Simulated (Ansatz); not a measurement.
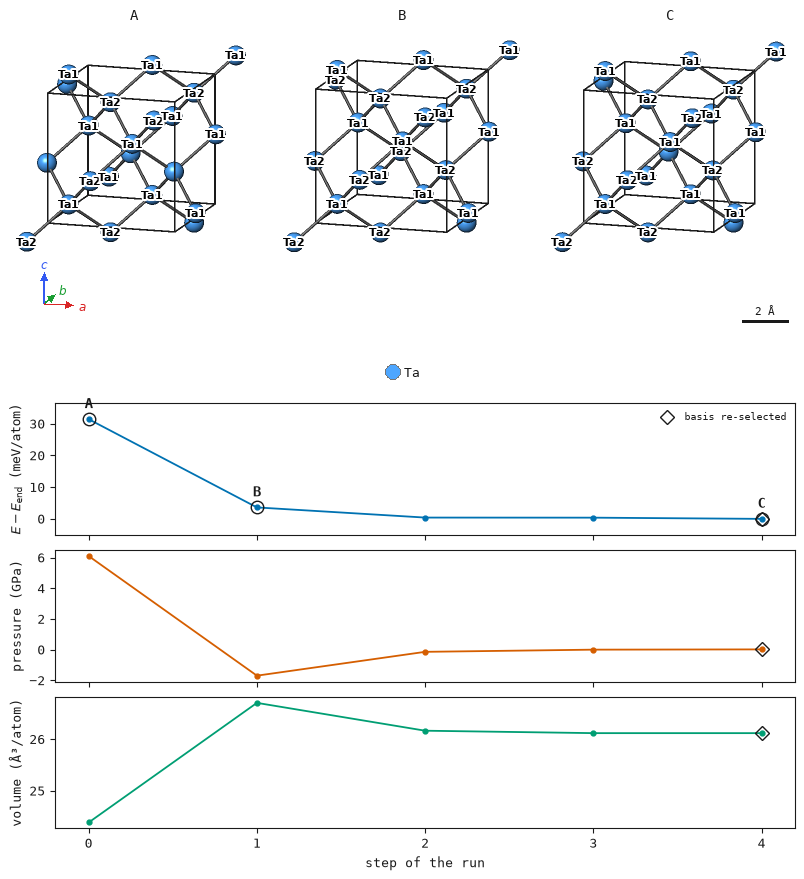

Frames of a relaxation of crystalline Ta (a generated structure, set up in Fd-3m), marked on the history of the run. Style: ball-and-stick. Shown: the conventional cell (4 times the calculation's cell), slightly off an axis. Lengths and directions refer to the drawn axes.

Phase: diamond.

Computed with DFT, LDA (PW92), plane waves (420 eV) with PAW, scalar-relativistic (Ansatz). Settings: plane-wave cutoff 420 eV; k-point mesh 9 × 9 × 9; occupations fermi dirac; smearing width 0.1 eV; no spin polarisation; cell and atoms relaxed; force threshold 0.01 eV/Å; at most 60 steps.

**Describe the path.**

No atom moves by more than 0.005 Å relative to the cell. The volume changes by +7.1 %, with a = b = c 5.800 → 5.934 Å (+2.3 %). Near-neighbour distances that change, for instance: Ta1–Ta2 2.511 → 2.569 Å. The space group stays Fd-3m (No. 227). The energy falls by 31.5 meV per atom in 3 accepted moves (4 points after the start). All forces vanish by symmetry, so only the cell relaxes. The pressure goes from 6.10 to 0.02 GPa. At 1 point the geometry stayed and the basis and grid were re-selected for the new cell (energy shift of 0.4 meV per atom at most each time). The program noted that a PAW file was made for another functional than the run's. From step 0 to 1: volume +9.5 %, energy −27.8 meV per atom. From step 1 to 4: volume −2.2 %, energy −3.6 meV per atom.

| step | E − E(0), meV/atom | pressure, GPa | volume, Å³/atom | note |
| --- | --- | --- | --- | --- |
| 0 | 0.00 | 6.10 | 24.386 |  |
| 1 | -27.84 | -1.69 | 26.704 |  |
| 2 | -31.04 | -0.14 | 26.165 |  |
| 3 | -31.07 | 0.00 | 26.118 |  |
| 4 | -31.45 | 0.02 | 26.118 | same geometry, new basis |
